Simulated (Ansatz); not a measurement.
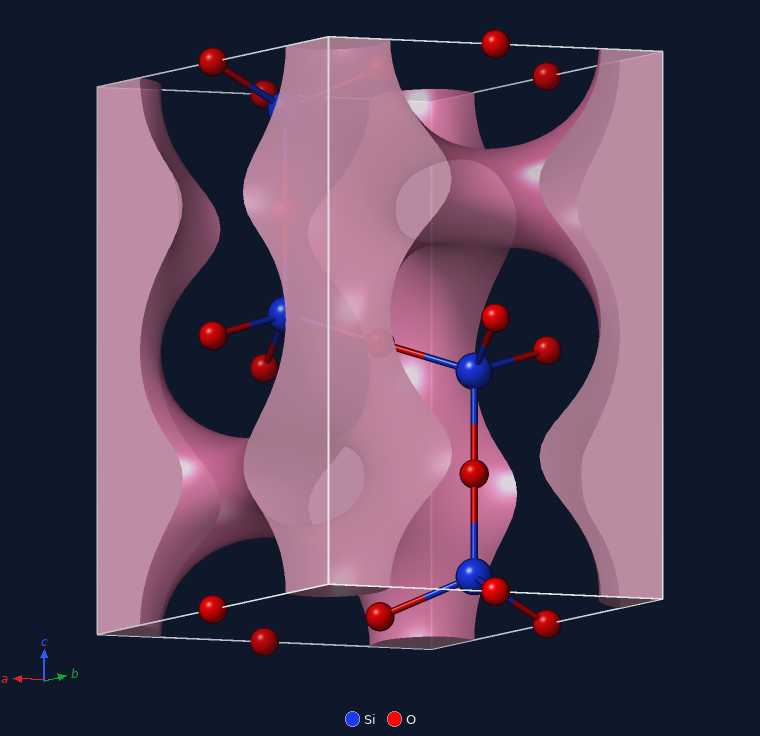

Crystal voids of SiO$_{2}$ in space group P6_3/mmc: the pink surface encloses the regions where the procrystal electron density, the sum of the densities of spherically averaged neutral Hartree-Fock atoms, is below 0.005 e/bohr³ (1×1×1 cells, view from a free direction). No self-consistent density enters. Pale faces close the region where the drawn box cuts it. The usual level for crystal voids is 0.002 e/bohr³; a higher level takes in more of the interstitial space.

The cell is taken from a calculation's input that goes back to an entry of the Crystallography Open Database (an earlier step may have relaxed or displaced it).

```
Si O
1.0
     5.27603    0.00000    0.00000
    -2.63802    4.56918    0.00000
     0.00000    0.00000    8.61172
Si O
4 8
Direct
  0.33333 0.66667 0.06244
  0.66667 0.33333 0.56244
  0.33333 0.66667 0.43756
  0.66667 0.33333 0.93756
  0.33333 0.66667 0.25000
  0.66667 0.33333 0.75000
  0.50000 0.00000 0.00000
  0.50000 0.50000 0.50000
  0.00000 0.50000 0.00000
  0.50000 0.00000 0.50000
  0.50000 0.50000 0.00000
  0.00000 0.50000 0.50000
```

Q: What share of the cell is void by this measure?

A: The voids take about 33 % of the cell (69 Å³ of 207.6 Å³) and are bounded by about 100 Å² of surface per cell.

Q: What shape does the empty space take in three dimensions?

A: Where they connect, they form a three-dimensional network.

Q: How low does the density fall, and where?

A: To about 0.00076 e/bohr³ near 0.00, 0.00, 0.25 (fractional), 3.0 Å from the nearest nucleus.

Q: At what density do the voids first join through the crystal?

A: At about 0.0016 e/bohr³, as one-dimensional channels along [001].
